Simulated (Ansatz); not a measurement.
## From CO to SnO

System: CO (P4/nmm, 4 atoms in the cell).
Method of the first run: DFT PBE, scalar-relativistic, plane waves, PAW, no spin polarisation (Ansatz 0.2.0).
System of the second run: SnO (4 atoms in the cell).

On the first run: The structure was made by swapping elements on the sites of another compound; it need not be a known phase. On the second run: The structure derives from a Materials Project entry. Text and figures count atoms from 1; the logs count them from 0 in places.

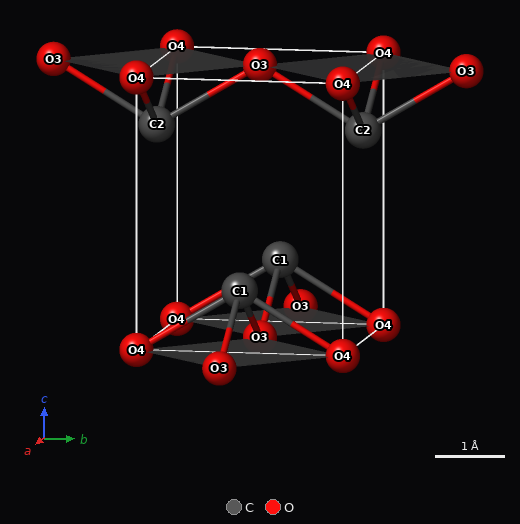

The structure as given in the input (polyhedral view of the cell of the calculation, seen slightly off an axis; polyhedra are completed across the faces of the cell; atoms are numbered from 1 in the order of the input).

Input, the first run:
```yaml
crystal:
  lattice:
    - [3.0826542186, 0.0, 0.0]
    - [0.0, 3.0826542186, 0.0]
    - [0.0, 0.0, 4.0373334008]
  atoms:
    - { symbol: C, position: [0.0, 0.5, 0.228775682] }
    - { symbol: C, position: [0.5, 0.0, 0.771224318] }
    - { symbol: O, position: [0.5, 0.5, 0.0] }
    - { symbol: O, position: [0.0, 0.0, 0.0] }
basis:
  ecutwfc: 420
kpoints:
  mp_grid: { grid: [6, 6, 4] }
hamiltonian:
  xc: pbe
scf:
  occupations: { method: gaussian, width: 0.1 }
output:
  forces: true
  stress: true
  eigenvalues: true
```

Command:
```bash
ansatz run input.yaml --threads 1 --pin off --max-ram 2560MiB --backend cpu --events-out ev --progress --plain --runs-dir out
```

Hardware: 1 thread of Intel Xeon (Sapphire Rapids), 64 GiB of memory available, shared host.

Output, shortened to warnings, some set-up lines, iterations and results (the first run):
```
Basis set: ecut = 420 eV, 757 PW (Γ), exchange–correlation on 48×48×54 points (8 copies of the dense FFT grid, shifted against one another)
Symmetry: 16 space group operations
k-points: 30 of 144
Initial density: superposition of atomic densities (neutral atoms: chi_scale 0, normalization atom), corrected by the library's trained network
[...]
SCF iter   1: F=—  HF=-1623.666969 eV  |F-HF|=—  |Δ(HF+E_count)|=         —  Δρ=2.12e-2  dr2=1.32e-1  ethr=1.77e-3  ⟨swp⟩=4.6  Hψ=1918  notcnv=0
SCF iter   2: F=—  HF=-1623.672023 eV  |F-HF|=—  |Δ(HF+E_count)|=   5.05e-3  Δρ=2.33e-2  dr2=2.05e-1  ethr=6.60e-4  ⟨swp⟩=2.6  Hψ=907  notcnv=0
SCF iter   3: F=—  HF=-1623.638181 eV  |F-HF|=—  |Δ(HF+E_count)|=   3.38e-2  Δρ=6.99e-3  dr2=9.56e-3  ethr=6.60e-4  ⟨swp⟩=2.0  Hψ=730  notcnv=0
SCF iter   4: F=—  HF=-1623.636728 eV  |F-HF|=—  |Δ(HF+E_count)|=   1.45e-3  Δρ=1.65e-3  dr2=2.89e-4  ethr=4.78e-5  ⟨swp⟩=1.2  Hψ=629  notcnv=0
SCF iter   5: F=—  HF=-1623.636831 eV  |F-HF|=—  |Δ(HF+E_count)|=   1.03e-4  Δρ=2.03e-4  dr2=4.94e-6  ethr=1.44e-6  ⟨swp⟩=2.7  Hψ=730  notcnv=0
SCF iter   6: F=—  HF=-1623.636854 eV  |F-HF|=—  |Δ(HF+E_count)|=   2.29e-5  Δρ=3.15e-5  dr2=1.24e-7  ethr=2.47e-8  ⟨swp⟩=2.1  Hψ=632  notcnv=0
SCF iter   7: F=-1623.636854 eV  HF=-1623.636854 eV  |F-HF|=3.50e-9  |Δ(HF+E_count)|=   4.63e-7  Δρ=3.01e-6  dr2=2.83e-9  ethr=5.00e-10  ⟨swp⟩=5.1  Hψ=1866  notcnv=0
SCF 1 converged in 7 iterations: F = -1623.636854 eV  dr2 = 2.83e-9
SCF converged after 7 iterations
Free energy (F): -1623.636854 eV
Harris-Foulkes:  -1623.636854 eV  (|F-HF|=3.50e-9)
Internal energy: -1623.633633 eV  (E = F + TS)
E sigma→0 (E₀):  -1623.635243 eV
Entropy (-TS):   -0.003222 eV (-0.805 meV/atom)
Fermi energy:    5.303588 eV
--- Per-component energies (eV) ---
  E_band       = -63.412167
  E_kinetic    = 494.282006
  E_local      = -1081.828404  (includes V_loc(G=0)·N_el)
  E_nonlocal   = 153.509653
  E_hartree    = 372.323520
  E_xc         = -236.150956
  E_vxc        = -297.359475  (∫ρ·V_xc dr)
  E_paw        = -508.031455  (= ΣΔE_a)
  E_vpaw       = -76.666669  (= ΣTr[D̂ρ^β])
  E_aug_tail   = 0.004501  (compensation charges beyond the density's cutoff)
  E_ewald      = -817.742499
  E_smearing   = -0.003222  (= −TS)
  E_closure    = -0.000000  (closes the sum)
  Σ components = -1623.636854   (vs F -1623.636854, Δ=0.00e0)
--- Forces (eV/Å), atoms counted from 1 ---
  atom   1  C      0.00000000     0.00000000    -2.15152459
  atom   2  C      0.00000000     0.00000000     2.15152459
  atom   3  O      0.00000000     0.00000000     0.00000000
  atom   4  O      0.00000000     0.00000000    -0.00000000
  max |Σ_I F_I| component: 3.33e-16 eV/Å
--- Stress (GPa, compression-positive) ---
        2.601787       0.000000       0.000000
        0.000000       2.601787       0.000000
        0.000000       0.000000     -16.414760
  P = ⅓ Tr σ = -3.7371 GPa (-37.371 kbar)
```

The input of the second run differs as follows (lines with − go, lines with + come):
```diff
-    - [3.0826542186, 0.0, 0.0]
-    - [0.0, 3.0826542186, 0.0]
-    - [0.0, 0.0, 4.0373334008]
+    - [3.81369522, 0.0, 0.0]
+    - [0.0, 3.81369522, 0.0]
+    - [0.0, 0.0, 4.8869133]
-    - { symbol: C, position: [0.0, 0.5, 0.228775682] }
-    - { symbol: C, position: [0.5, 0.0, 0.771224318] }
+    - { symbol: Sn, position: [0.0, 0.5, 0.23537386] }
+    - { symbol: Sn, position: [0.5, 0.0, 0.76462614] }
```

Predict how the results change.

The total energies belong to different systems, so their difference says nothing on which is more stable or more accurate. The pressure goes from −3.74 to 3.58 GPa. The largest force goes from 2.152 to 0.378 eV/Å. The volume per atom goes from 9.59 to 17.77 Å³. The number of SCF iterations is the same. The plane waves at Γ go from 757 to 1409.

Output, shortened to warnings, some set-up lines, iterations and results (the second run):
```
Basis set: ecut = 420 eV, 1409 PW (Γ), exchange–correlation on 54×54×72 points (8 copies of the dense FFT grid, shifted against one another)
Symmetry: 16 space group operations
k-points: 30 of 144
Initial density: superposition of atomic densities (neutral atoms: chi_scale 0, normalization atom), corrected by the library's trained network
[...]
SCF iter   1: F=—  HF=-13183.369393 eV  |F-HF|=—  |Δ(HF+E_count)|=         —  Δρ=1.45e-3  dr2=1.06e-3  ethr=1.77e-3  ⟨swp⟩=5.8  Hψ=3309  notcnv=0
SCF iter   2: F=—  HF=-13183.369355 eV  |F-HF|=—  |Δ(HF+E_count)|=   3.75e-5  Δρ=8.80e-4  dr2=3.26e-4  ethr=2.65e-6  ⟨swp⟩=2.1  Hψ=1549  notcnv=0
SCF iter   3: F=—  HF=-13183.369730 eV  |F-HF|=—  |Δ(HF+E_count)|=   3.74e-4  Δρ=2.77e-4  dr2=4.36e-5  ethr=8.15e-7  ⟨swp⟩=2.0  Hψ=1272  notcnv=0
SCF iter   4: F=—  HF=-13183.369733 eV  |F-HF|=—  |Δ(HF+E_count)|=   3.14e-6  Δρ=9.84e-5  dr2=7.69e-6  ethr=1.09e-7  ⟨swp⟩=3.0  Hψ=1392  notcnv=0
SCF iter   5: F=—  HF=-13183.369735 eV  |F-HF|=—  |Δ(HF+E_count)|=   2.71e-6  Δρ=1.05e-4  dr2=6.86e-6  ethr=1.92e-8  ⟨swp⟩=2.0  Hψ=1324  notcnv=0
SCF iter   6: F=—  HF=-13183.369734 eV  |F-HF|=—  |Δ(HF+E_count)|=   1.38e-6  Δρ=2.04e-5  dr2=2.70e-7  ethr=1.71e-8  ⟨swp⟩=2.2  Hψ=994  notcnv=0
SCF iter   7: F=-13183.369734 eV  HF=-13183.369734 eV  |F-HF|=4.63e-9  |Δ(HF+E_count)|=   8.85e-8  Δρ=4.53e-6  dr2=2.00e-8  ethr=2.50e-10  ⟨swp⟩=6.2  Hψ=3276  notcnv=0
SCF 1 converged in 7 iterations: F = -13183.369734 eV  dr2 = 2.00e-8
SCF converged after 7 iterations
Free energy (F): -13183.369734 eV
Harris-Foulkes:  -13183.369734 eV  (|F-HF|=4.63e-9)
Internal energy: -13183.368946 eV  (E = F + TS)
E sigma→0 (E₀):  -13183.369340 eV
Entropy (-TS):   -0.000789 eV (-0.197 meV/atom)
Fermi energy:    9.851580 eV
--- Per-component energies (eV) ---
  E_band       = -191.763434
  E_kinetic    = 724.469522
  E_local      = -2719.395214  (includes V_loc(G=0)·N_el)
  E_nonlocal   = 32.149097
  E_hartree    = 1466.969654
  E_xc         = -913.088789
  E_vxc        = -380.798175  (∫ρ·V_xc dr)
  E_paw        = -8589.119565  (= ΣΔE_a)
  E_vpaw       = -782.132605  (= ΣTr[D̂ρ^β])
  E_aug_tail   = 0.004835  (compensation charges beyond the density's cutoff)
  E_ewald      = -3185.358485
  E_smearing   = -0.000789  (= −TS)
  E_closure    = -0.000000  (closes the sum)
  Σ components = -13183.369734   (vs F -13183.369734, Δ=0.00e0)
--- Forces (eV/Å), atoms counted from 1 ---
  atom   1  Sn     0.00000000     0.00000000     0.37762061
  atom   2  Sn     0.00000000     0.00000000    -0.37762061
  atom   3  O      0.00000000     0.00000000     0.00000000
  atom   4  O      0.00000000     0.00000000     0.00000000
  max |Σ_I F_I| component: 0.00e0 eV/Å
--- Stress (GPa, compression-positive) ---
        3.878278       0.000000       0.000000
        0.000000       3.878278       0.000000
        0.000000       0.000000       2.985984
  P = ⅓ Tr σ = 3.5808 GPa (35.808 kbar)
```

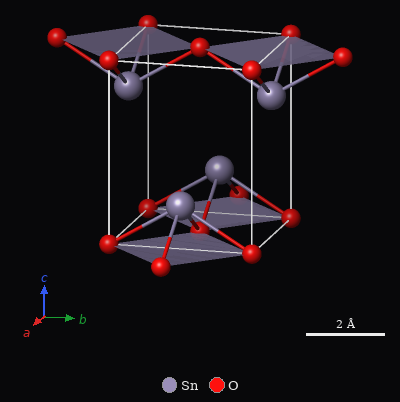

The input structure of the second run (polyhedral view of the cell of the calculation, seen slightly off an axis; polyhedra are completed across the faces of the cell).

The two runs side by side:

```tsv
quantity	the first run	the second run
outcome	converged	converged
free energy per atom (eV)	−405.9092	−3295.8424
energy per atom, smearing taken to zero (eV)	−405.9088	−3295.8423
pressure (GPa)	−3.74	3.58
volume per atom (Å³)	9.59	17.77
largest force (eV/Å)	2.152	0.378
SCF iterations	7	7
irreducible k-points	30	30
plane waves at Γ	757	1409
wall time (shared host)	0.69 s	2 s
```
